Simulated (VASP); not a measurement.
# Geometry relaxation of Cs2AgBiBr6 (part 3 of 4)

Continued. System: Cs2AgBiBr6 (10 atoms in the cell). Method: Kohn-Sham DFT of a periodic cell, r2SCAN, VASP PAW PBE potentials, recommended, no spin polarisation (VASP 6.6.1); cutoff 600 eV, 6×6×6 k-mesh, Gaussian smearing of 0.03 eV. 

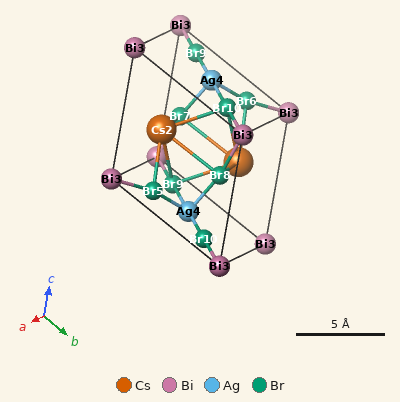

Figure 1. The geometry at step 3 of the log (ball-and-stick view of the cell of the calculation, seen slightly off an axis; atoms are numbered from 1 in the order of the input).

Parts of OUTCAR, continued:
```
 k-point     1 :       0.0000    0.0000    0.0000
  band No.  band energies     occupation
      1     -22.9823      2.00000
      2     -22.9799      2.00000
      3     -22.9457      2.00000
      4     -22.9448      2.00000
      5     -22.9448      2.00000
      6     -20.3897      2.00000
      7     -20.3833      2.00000
      8     -14.3334      2.00000
      9     -13.7506      2.00000
     10     -13.7506      2.00000
     11     -13.7237      2.00000
     12     -13.5613      2.00000
     13     -13.5419      2.00000
     14      -9.7361      2.00000
     15      -6.9237      2.00000
     16      -6.9237      2.00000
     17      -6.8982      2.00000
     18      -6.8620      2.00000
     19      -6.8543      2.00000
     20      -6.8543      2.00000
     21      -3.3391      2.00000
     22      -3.3391      2.00000
     23      -3.3196      2.00000
     24      -2.8651      2.00000
     25      -2.8083      2.00000
     26      -2.3650      2.00000
     27      -2.3272      2.00000
     28      -2.3272      2.00000
     29      -2.0470      2.00000
     30      -1.1621      2.00000
     31      -1.1621      2.00000
     32      -1.1530      2.00000
     33      -1.0019      2.00000
     34      -0.9834      2.00000
     35      -0.9834      2.00000
     36      -0.7846      2.00000
     37      -0.7653      2.00000
     38      -0.7653      2.00000
     39      -0.4332      2.00000
     40      -0.4128      2.00000
     41      -0.4128      2.00000
     42       0.1796      2.00000
     43       0.2127      2.00000
     44       3.4694      0.00000
     45       3.5238      0.00000
     46       3.5238      0.00000
     47       5.1187      0.00000
     48       5.9051      0.00000
     49       6.1094      0.00000
     50       6.4331      0.00000
     51       6.8554      0.00000

 k-point     2 :       0.1667    0.0000    0.0000
  band No.  band energies     occupation
      1     -22.9823      2.00000
      2     -22.9799      2.00000
      3     -22.9457      2.00000
      4     -22.9448      2.00000
      5     -22.9448      2.00000
      6     -20.3892      2.00000
      7     -20.3837      2.00000
      8     -14.3126      2.00000
      9     -13.7784      2.00000
     10     -13.7424      2.00000
     11     -13.7215      2.00000
     12     -13.5702      2.00000
     13     -13.5511      2.00000
     14      -9.7104      2.00000
     15      -6.9150      2.00000
     16      -6.9081      2.00000
     17      -6.8859      2.00000
     18      -6.8579      2.00000
     19      -6.8534      2.00000
     20      -6.8439      2.00000
     21      -3.5333      2.00000
     22      -3.4332      2.00000
     23      -3.4028      2.00000
     24      -2.6715      2.00000
     25      -2.6245      2.00000
     26      -2.3495      2.00000
     27      -2.3176      2.00000
     28      -2.3061      2.00000
     29      -1.8576      2.00000
     30      -1.2597      2.00000
     31      -1.2374      2.00000
     32      -1.2134      2.00000
     33      -0.9837      2.00000
     34      -0.9606      2.00000
     35      -0.9524      2.00000
     36      -0.7819      2.00000
     37      -0.7681      2.00000
     38      -0.7544      2.00000
     39      -0.5186      2.00000
     40      -0.4857      2.00000
     41      -0.4538      2.00000
     42      -0.0239      2.00000
     43       0.0188      2.00000
     44       3.2568      0.00000
     45       3.7867      0.00000
     46       3.8114      0.00000
     47       5.3983      0.00000
     48       6.0609      0.00000
     49       6.2670      0.00000
     50       6.4919      0.00000
     51       6.9518      0.00000

 k-point     3 :       0.3333    0.0000    0.0000
  band No.  band energies     occupation
      1     -22.9823      2.00000
      2     -22.9799      2.00000
      3     -22.9457      2.00000
      4     -22.9448      2.00000
      5     -22.9448      2.00000
      6     -20.3879      2.00000
      7     -20.3847      2.00000
      8     -14.2617      2.00000
      9     -13.8525      2.00000
     10     -13.7228      2.00000
     11     -13.7044      2.00000
     12     -13.5911      2.00000
     13     -13.5724      2.00000
     14      -9.6588      2.00000
     15      -6.8943      2.00000
     16      -6.8845      2.00000
     17      -6.8561      2.00000
     18      -6.8549      2.00000
     19      -6.8475      2.00000
     20      -6.8221      2.00000
     21      -3.8206      2.00000
     22      -3.5448      2.00000
     23      -3.5013      2.00000
     24      -2.3717      2.00000
     25      -2.3054      2.00000
     26      -2.2616      2.00000
     27      -2.2411      2.00000
     28      -2.1778      2.00000
     29      -1.7938      2.00000
     30      -1.4143      2.00000
     31      -1.3662      2.00000
     32      -1.1792      2.00000
     33      -1.0790      2.00000
     34      -0.9840      2.00000
     35      -0.9131      2.00000
     36      -0.8534      2.00000
     37      -0.8117      2.00000
     38      -0.7285      2.00000
     39      -0.6900      2.00000
     40      -0.6313      2.00000
     41      -0.5184      2.00000
     42      -0.3005      2.00000
     43      -0.2426      2.00000
     44       2.8002      0.00000
     45       4.3518      0.00000
     46       4.3958      0.00000
     47       6.0096      0.00000
     48       6.4366      0.00000
     49       6.6120      0.00000
     50       6.6670      0.00000
     51       7.1502      0.00000

 k-point     4 :       0.5000    0.0000   -0.0000
  band No.  band energies     occupation
      1     -22.9823      2.00000
      2     -22.9799      2.00000
      3     -22.9457      2.00000
      4     -22.9448      2.00000
      5     -22.9448      2.00000
      6     -20.3862      2.00000
      7     -20.3862      2.00000
      8     -14.2282      2.00000
      9     -13.8981      2.00000
     10     -13.7104      2.00000
     11     -13.6924      2.00000
     12     -13.6046      2.00000
     13     -13.5856      2.00000
     14      -9.6328      2.00000
     15      -6.8771      2.00000
     16      -6.8744      2.00000
     17      -6.8593      2.00000
     18      -6.8578      2.00000
     19      -6.8194      2.00000
     20      -6.8186      2.00000
     21      -3.9369      2.00000
     22      -3.5852      2.00000
     23      -3.5373      2.00000
     24      -2.3235      2.00000
     25      -2.2625      2.00000
     26      -2.2299      2.00000
     27      -1.9458      2.00000
     28      -1.8904      2.00000
     29      -1.8572      2.00000
     30      -1.4308      2.00000
     31      -1.4296      2.00000
     32      -1.3925      2.00000
     33      -1.3479      2.00000
     34      -1.1023      2.00000
     35      -0.9035      2.00000
     36      -0.8515      2.00000
     37      -0.7463      2.00000
     38      -0.7387      2.00000
     39      -0.7027      2.00000
     40      -0.6558      2.00000
     41      -0.4992      2.00000
     42      -0.3910      2.00000
     43      -0.3376      2.00000
     44       2.5738      0.00000
     45       4.6396      0.00000
     46       4.7124      0.00000
     47       6.4418      0.00000
     48       6.5998      0.00000
     49       6.8775      0.00000
     50       6.9165      0.00000
     51       7.0260      0.00000

 k-point     5 :       0.1667    0.1667    0.0000
  band No.  band energies     occupation
      1     -22.9823      2.00000
      2     -22.9799      2.00000
      3     -22.9457      2.00000
      4     -22.9448      2.00000
      5     -22.9448      2.00000
      6     -20.3885      2.00000
      7     -20.3842      2.00000
      8     -14.2830      2.00000
      9     -13.8040      2.00000
     10     -13.7543      2.00000
     11     -13.7065      2.00000
     12     -13.5831      2.00000
     13     -13.5643      2.00000
     14      -9.6781      2.00000
     15      -6.8988      2.00000
     16      -6.8963      2.00000
     17      -6.8651      2.00000
     18      -6.8560      2.00000
     19      -6.8430      2.00000
     20      -6.8361      2.00000
     21      -3.7223      2.00000
     22      -3.5150      2.00000
     23      -3.3021      2.00000
     24      -2.7835      2.00000
     25      -2.3678      2.00000
     26      -2.3125      2.00000
     27      -2.2611      2.00000
     28      -2.2345      2.00000
     29      -1.7345      2.00000
     30      -1.3485      2.00000
     31      -1.2866      2.00000
     32      -1.2712      2.00000
     33      -0.9989      2.00000
     34      -0.9702      2.00000
     35      -0.9403      2.00000
     36      -0.8436      2.00000
     37      -0.7730      2.00000
     38      -0.7611      2.00000
     39      -0.6687      2.00000
     40      -0.5513      2.00000
     41      -0.4807      2.00000
     42      -0.3146      2.00000
     43      -0.0134      2.00000
     44       3.2425      0.00000
     45       3.7338      0.00000
     46       4.3095      0.00000
     47       5.7857      0.00000
     48       6.2780      0.00000
     49       6.4955      0.00000
     50       6.6410      0.00000
     51       7.0143      0.00000

 [... the levels of 18 k-points are left out ...]

 k-point    24 :      -0.1667    0.3333    0.1667
  band No.  band energies     occupation
      1     -22.9823      2.00000
      2     -22.9799      2.00000
      3     -22.9457      2.00000
      4     -22.9448      2.00000
      5     -22.9448      2.00000
      6     -20.3871      2.00000
      7     -20.3852      2.00000
      8     -14.2347      2.00000
      9     -13.8729      2.00000
     10     -13.7190      2.00000
     11     -13.7099      2.00000
     12     -13.6043      2.00000
     13     -13.5781      2.00000
     14      -9.6378      2.00000
     15      -6.8804      2.00000
     16      -6.8671      2.00000
     17      -6.8538      2.00000
     18      -6.8462      2.00000
     19      -6.8370      2.00000
     20      -6.8226      2.00000
     21      -3.8597      2.00000
     22      -3.5845      2.00000
     23      -3.3634      2.00000
     24      -2.4801      2.00000
     25      -2.3168      2.00000
     26      -2.2806      2.00000
     27      -2.2427      2.00000
     28      -1.9254      2.00000
     29      -1.7747      2.00000
     30      -1.4863      2.00000
     31      -1.4292      2.00000
     32      -1.3658      2.00000
     33      -1.2274      2.00000
     34      -1.1075      2.00000
     35      -0.9155      2.00000
     36      -0.8562      2.00000
     37      -0.8167      2.00000
     38      -0.7598      2.00000
     39      -0.6975      2.00000
     40      -0.6597      2.00000
     41      -0.6025      2.00000
     42      -0.3689      2.00000
     43       0.0497      2.00000
     44       2.9520      0.00000
     45       4.1788      0.00000
     46       4.6699      0.00000
     47       6.3928      0.00000
     48       6.7870      0.00000
     49       6.8173      0.00000
     50       6.8587      0.00000
     51       7.1011      0.00000

 [... further k-points ...]

------------------------ aborting loop because EDIFF is reached ----------------------------------------

  FORCE on cell =-STRESS in cart. coord.  units (eV):
  Direction    XX          YY          ZZ          XY          YZ          ZX
  --------------------------------------------------------------------------------------
  -------------------------------------------------------------------------------------
  Total       -0.0179232     -0.0179232      0.0406248     -0.0000002      0.0000000      0.0000000
  in kB       -0.0789821     -0.0789821      0.1790214     -0.0000007      0.0000000      0.0000000
  external PRESSURE =       0.0070190 kB  Pullay stress =       0.0000000 kB

 VOLUME and BASIS-vectors are now :
 -----------------------------------------------------------------------------
  energy-cutoff  :      600.00
  volume of cell :      363.58
      direct lattice vectors                 reciprocal lattice vectors
    -3.986693255  3.986693236  5.718883624    -0.000000000  0.125417224  0.087429651
     3.986693255 -3.986693236  5.718883624     0.125417224  0.000000000  0.087429651
     3.986693236  3.986693255 -5.718883624     0.125417224  0.125417224  0.000000000

 POSITION                                       TOTAL-FORCE (eV/Angst)
 -----------------------------------------------------------------------------------
      3.98669      0.00000      2.85944        -0.000000     -0.000000      0.000000
     -0.00000      3.98669      2.85944        -0.000000     -0.000000      0.000000
      0.00000      0.00000     -0.00000        -0.000000     -0.000000      0.000000
      0.00000      0.00000      5.71888        -0.000000     -0.000000      0.000000
     -1.74113      2.21113      5.71888        -0.007007     -0.007061     -0.000000
      5.72782      1.77556      0.00000         0.007007      0.007061      0.000000
      1.77556      2.24557      0.00000         0.007061     -0.007007      0.000000
      2.21113      1.74113      5.71888        -0.007061      0.007007      0.000000
      0.00000      0.00000      2.86704        -0.000000     -0.000000     -0.007143
      0.00000      0.00000      8.57073        -0.000000     -0.000000      0.007143
 -----------------------------------------------------------------------------------
    total drift:                               -0.000000      0.000000      0.000000

  FREE ENERGIE OF THE ION-ELECTRON SYSTEM (eV)
  ---------------------------------------------------
  free  energy   TOTEN  =      -222.5282878032 eV

  energy  without entropy=     -222.5282878032  energy(sigma->0) =     -222.52828780

 reached required accuracy - stopping structural energy minimisation
```

CONTCAR:
```
Cs2AgBiBr6
   1.00000000000000
    -3.9866932549704153    3.9866932364934811    5.7188836238779706
     3.9866932549704153   -3.9866932364934811    5.7188836238779706
     3.9866932364934811    3.9866932549704153   -5.7188836238779706
  Cs              Bi              Ag              Br
     2     1     1     6
Direct
     0.2500000000000000    0.7500000000000000    0.5000000000000000
     0.7500000000000000    0.2500000000000000    0.5000000000000000
     0.0000000000000000    0.0000000000000000    0.0000000000000000
     0.5000000000000000    0.5000000000000000    0.0000000000000000
     0.7773142914085224    0.2816325889244837    0.0589468803330062
     0.2226857085914775    0.7183674110755162    0.9410531196669937
     0.2816325889244837    0.2226857085914775    0.5043182975159543
     0.7183674110755162    0.7773142914085224    0.4956817024840459
     0.2506641156392636    0.2506641156392636    0.0000000000000000
     0.7493358843607364    0.7493358843607364    0.0000000000000000

  0.00000000E+00  0.00000000E+00  0.00000000E+00
  0.00000000E+00  0.00000000E+00  0.00000000E+00
  0.00000000E+00  0.00000000E+00  0.00000000E+00
  0.00000000E+00  0.00000000E+00  0.00000000E+00
  0.00000000E+00  0.00000000E+00  0.00000000E+00
  0.00000000E+00  0.00000000E+00  0.00000000E+00
  0.00000000E+00  0.00000000E+00  0.00000000E+00
  0.00000000E+00  0.00000000E+00  0.00000000E+00
  0.00000000E+00  0.00000000E+00  0.00000000E+00
  0.00000000E+00  0.00000000E+00  0.00000000E+00
```

Trajectory as extended XYZ (Å, eV, eV/Å), 6 frames, from step=0 to step=5:
```
10
Lattice="-3.9397 3.9397 5.6618 3.9397 -3.9397 5.6618 3.9397 3.9397 -5.6618" Properties=species:S:1:pos:R:3:forces:R:3 step=0 energy=-222.46851
Cs    3.9397    0.0000    2.8309    0.0000   0.0000   0.0000
Cs    0.0000    3.9397    2.8309    0.0000   0.0000   0.0000
Bi    0.0000    0.0000    0.0000    0.0000   0.0000   0.0000
Ag    0.0000    0.0000    5.6618    0.0000   0.0000   0.0000
Br   -1.7354    2.2016    5.6618    0.2358  -0.2133   0.0000
Br    5.6751    1.7381    0.0000   -0.2358   0.2133   0.0000
Br    1.7381    2.2043    0.0000    0.2133   0.2358   0.0000
Br    2.2016    1.7354    5.6618   -0.2133  -0.2358   0.0000
Br    0.0000    0.0000    2.8263    0.0000   0.0000   0.2319
Br    0.0000    0.0000    8.4973    0.0000   0.0000  -0.2319
10
Lattice="-3.9916 3.9916 5.7270 3.9916 -3.9916 5.7270 3.9916 3.9916 -5.7270" Properties=species:S:1:pos:R:3:forces:R:3 step=1 energy=-222.52735
Cs    3.9916    0.0000    2.8635    0.0000   0.0000   0.0000
Cs    0.0000    3.9916    2.8635    0.0000   0.0000   0.0000
Bi    0.0000    7.9832    0.0000    0.0000   0.0000   0.0000
Ag    3.9916    3.9916    0.0000    0.0000   0.0000   0.0000
Br   -1.7467    2.2202    5.7270    0.0217  -0.0353   0.0000
Br    5.7383    1.7714    0.0000   -0.0217   0.0353   0.0000
Br    1.7714    2.2449    0.0000    0.0353   0.0217   0.0000
Br    2.2202    1.7467    5.7270   -0.0353  -0.0217   0.0000
Br    3.9916    3.9916   -2.8569    0.0000   0.0000   0.0016
Br    3.9916    3.9916    2.8569    0.0000   0.0000  -0.0016
10
Lattice="-3.9902 3.9902 5.7252 3.9902 -3.9902 5.7252 3.9902 3.9902 -5.7252" Properties=species:S:1:pos:R:3:forces:R:3 step=2 energy=-222.52740
Cs    3.9902    0.0000    2.8626    0.0000   0.0000   0.0000
Cs    0.0000    3.9902    2.8626    0.0000   0.0000   0.0000
Bi    0.0000    0.0000    0.0000    0.0000   0.0000   0.0000
Ag    0.0000    0.0000    5.7252    0.0000   0.0000   0.0000
Br   -1.7464    2.2197    5.7252    0.0271  -0.0397   0.0000
Br    5.7366    1.7705    0.0000   -0.0271   0.0397   0.0000
Br    1.7705    2.2438    0.0000    0.0397   0.0271   0.0000
Br    2.2197    1.7464    5.7252   -0.0397  -0.0271   0.0000
Br    0.0000    0.0000    2.8689    0.0000   0.0000   0.0074
Br    0.0000    0.0000    8.5815    0.0000   0.0000  -0.0074
10
Lattice="-3.9893 3.9893 5.7219 3.9893 -3.9893 5.7219 3.9893 3.9893 -5.7219" Properties=species:S:1:pos:R:3:forces:R:3 step=3 energy=-222.52787
Cs    3.9893    0.0000    2.8610    0.0000   0.0000   0.0000
Cs    0.0000    3.9893    2.8610    0.0000   0.0000   0.0000
Bi    0.0000    0.0000    0.0000    0.0000   0.0000   0.0000
Ag    0.0000    0.0000    5.7219    0.0000   0.0000   0.0000
Br   -1.7446    2.2172    5.7219    0.0155  -0.0292   0.0000
Br    5.7339    1.7721    0.0000   -0.0155   0.0292   0.0000
Br    1.7721    2.2446    0.0000    0.0292   0.0155   0.0000
Br    2.2172    1.7446    5.7219   -0.0292  -0.0155   0.0000
Br    0.0000    0.0000    2.8677    0.0000   0.0000   0.0050
Br    0.0000    0.0000    8.5762    0.0000   0.0000  -0.0050
10
Lattice="-3.9877 3.9877 5.7159 3.9877 -3.9877 5.7159 3.9877 3.9877 -5.7159" Properties=species:S:1:pos:R:3:forces:R:3 step=4 energy=-222.52820
Cs    3.9877    0.0000    2.8579    0.0000   0.0000   0.0000
Cs    0.0000    3.9877    2.8579    0.0000   0.0000   0.0000
Bi    3.9877   -3.9877    5.7158    0.0000   0.0000   0.0000
Ag    0.0000    0.0000    5.7158    0.0000   0.0000   0.0000
Br   -1.7414    2.2127    5.7158   -0.0062  -0.0092   0.0000
Br    5.7291    1.7750    0.0000    0.0062   0.0092   0.0000
Br    1.7750    2.2462    0.0000    0.0092  -0.0062   0.0000
Br    2.2127    1.7414    5.7158   -0.0092   0.0062   0.0000
Br    0.0000    0.0000    2.8654    0.0000   0.0000   0.0005
Br    0.0000    0.0000    8.5663    0.0000   0.0000  -0.0005
10
Lattice="-3.9867 3.9867 5.7189 3.9867 -3.9867 5.7189 3.9867 3.9867 -5.7189" Properties=species:S:1:pos:R:3:forces:R:3 step=5 energy=-222.52829
Cs    3.9867    0.0000    2.8594    0.0000   0.0000   0.0000
Cs    0.0000    3.9867    2.8594    0.0000   0.0000   0.0000
Bi    0.0000    0.0000    0.0000    0.0000   0.0000   0.0000
Ag    0.0000    0.0000    5.7189    0.0000   0.0000   0.0000
Br   -1.7411    2.2111    5.7189   -0.0070  -0.0071   0.0000
Br    5.7278    1.7756    0.0000    0.0070   0.0071   0.0000
Br    1.7756    2.2456    0.0000    0.0071  -0.0070   0.0000
Br    2.2111    1.7411    5.7189   -0.0071   0.0070   0.0000
Br    0.0000    0.0000    2.8670    0.0000   0.0000  -0.0071
Br    0.0000    0.0000    8.5707    0.0000   0.0000   0.0071
```

The run was set up as follows.

INCAR:
```
SYSTEM = Cs2AgBiBr6
PREC     = Accurate       ! precision mode
ENCUT    = 600            ! plane-wave cutoff, eV
EDIFF    = 1E-6           ! SCF threshold, eV
ISMEAR   = 0              ! smearing method
SIGMA    = 0.03           ! smearing width, eV
LREAL    = .False.        ! projectors in reciprocal space
LASPH    = .True.         ! aspherical terms in the spheres
NELM     = 80             ! most SCF steps
ALGO     = Normal         ! electronic algorithm
ISIF     = 3              ! what is computed and relaxed
LWAVE    = .False.        ! write WAVECAR
LCHARG   = .False.        ! write CHGCAR
METAGGA  = R2SCAN         ! meta-GGA
LMIXTAU  = .True.       
IBRION   = 2              ! ionic algorithm
NSW      = 90             ! ionic steps
EDIFFG   = -0.01          ! ionic threshold
KPAR     = 4
```

KPOINTS:
```
regular mesh
0
Gamma
  6 6 6
  0 0 0
```
